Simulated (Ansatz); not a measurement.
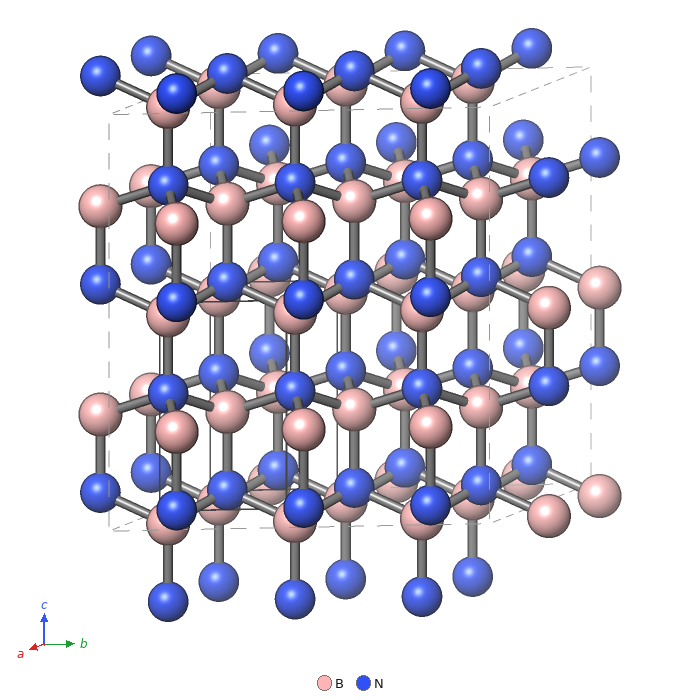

System BN (space group P6_3mc, No. 186); source of the atomic positions: the end point of a relaxation with Ansatz 0.2.0, DFT PBEsol, scalar-relativistic, plane waves, PAW.

Bonds are taken as B–N below 1.8 Å. Simplification: prune 0- and 1-connected atoms, fold 2-connected ones into links.

**What kind of net remains, and which atoms are its nodes?**

A uninodal 4-connected, three-periodic net: B and N are 4-connected nodes.

**Which named net is it?**

It is the lon net, known from lonsdaleite, wurtzite and tridymite.

**Is the net interpenetrated?**

It is a single net, without interpenetration.

**Give the first five terms of the coordination sequence (nodes one, two, three … edges away).**

B and N: 4, 12, 25, 44, 67.
